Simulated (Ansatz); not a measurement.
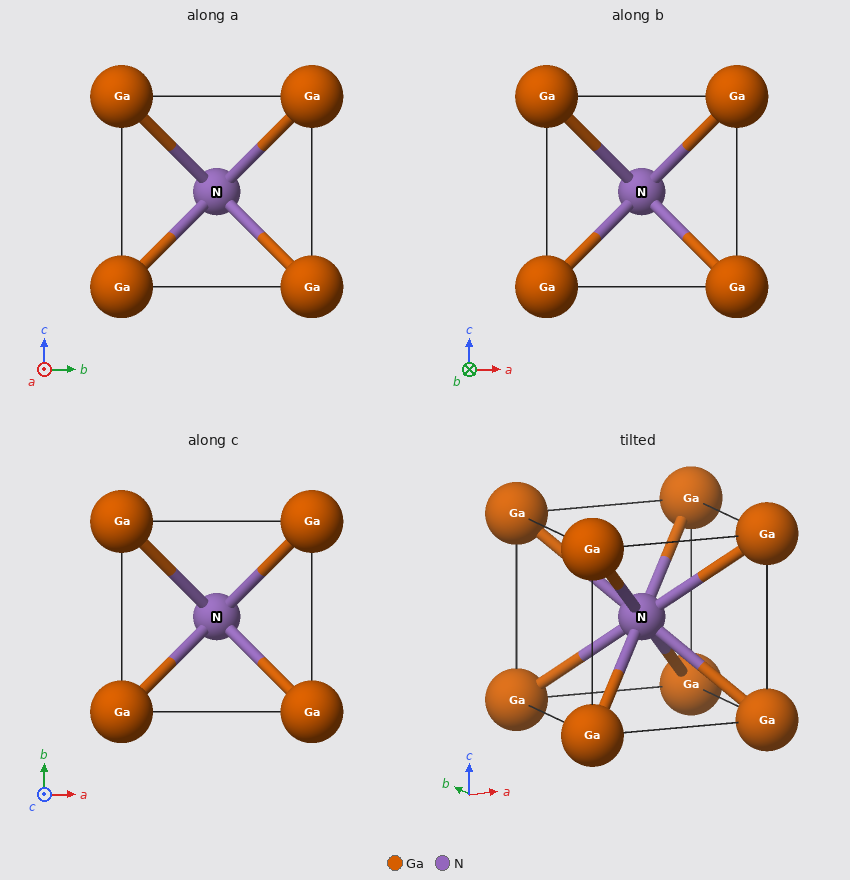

Drawn in the ball-and-stick manner and seen along the a axis, along the b axis, along the c axis and slightly off an axis. The conventional unit cell is drawn as a box.

Lattice parameters: a = 2.769 Å, b = 2.769 Å, c = 2.769 Å, α = 90.00°, β = 90.00°, γ = 90.00°.

Transcribe the picture into a table of Wyckoff sites.

Answer. Space group Pm-3m (No. 221).
```
atom  site       x       y       z
  Ga    1a  0.0000  0.0000  0.0000
   N    1b  0.5000  0.5000  0.5000
```

The initial geometry was a structure type filled with these elements by a generator (whether the compound takes this form wasn't checked). Earlier steps of the study, as a rule a relaxation of our own, may have changed the cell and positions, so they can lie some per cent off the listed ones. It was the input of a calculation with Ansatz.
